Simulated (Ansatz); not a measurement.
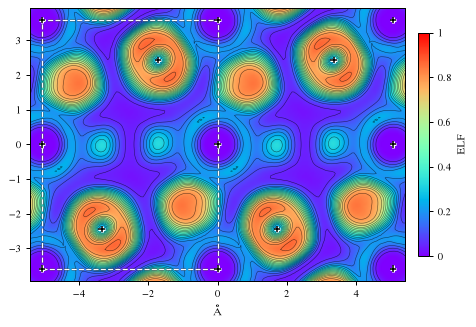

The electron localisation function on a plane through atoms (crosses mark nuclei in the plane).

Level of theory: Ansatz, Kohn-Sham DFT of a periodic cell, LDA, Ansatz PAW.

Candidates:
A. SnO2, a = 5.07 Å, b = 5.07 Å, c = 5.07 Å, α = 90.00°, β = 90.00°, γ = 90.00°. Space group Pa-3; a structure from a database of computed crystals, not necessarily the ambient phase.
B. W, a = 3.98 Å, b = 3.98 Å, c = 3.98 Å, α = 90.00°, β = 90.00°, γ = 90.00°. Space group Fm-3m.
C. HfC, a = 4.65 Å, b = 4.65 Å, c = 4.65 Å, α = 90.00°, β = 90.00°, γ = 90.00°. Space group Fm-3m; computed pressure about −12 GPa in this cell.

Which system is this?

Candidate A: SnO2 on the (110) plane of the conventional cell, which holds Sn and O. Sn–O (2.07 Å): the ELF peaks at about 0.80 in the valence shell of O, 0.6 Å from its nucleus, and is about 0.25 at the midpoint; no localised pair shows between them.
